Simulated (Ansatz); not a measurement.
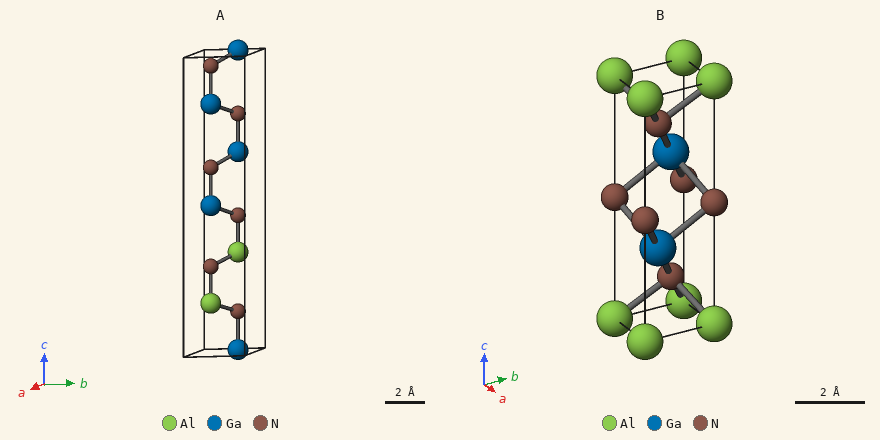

Two structures of AlGa2N3, each relaxed to rest (conventional cells in solid outline, small ones repeated, not to one scale). Method: Ansatz, DFT PBE, scalar-relativistic, plane waves, PAW, without spin polarisation.

Question: What are A and B?

Answer: A: 12 atoms a cell on a primitive hexagonal lattice, P3m1. B: 6 atoms a cell on a primitive hexagonal lattice, P-3m1.

Question: A or B: which is lower in energy?

Answer: A is lower, by 389 meV/atom at this level of theory (energies at zero smearing). Volumes: A 11.4, B 9.3 Å³/atom.

One or both may be structure types tried for this composition rather than known phases.
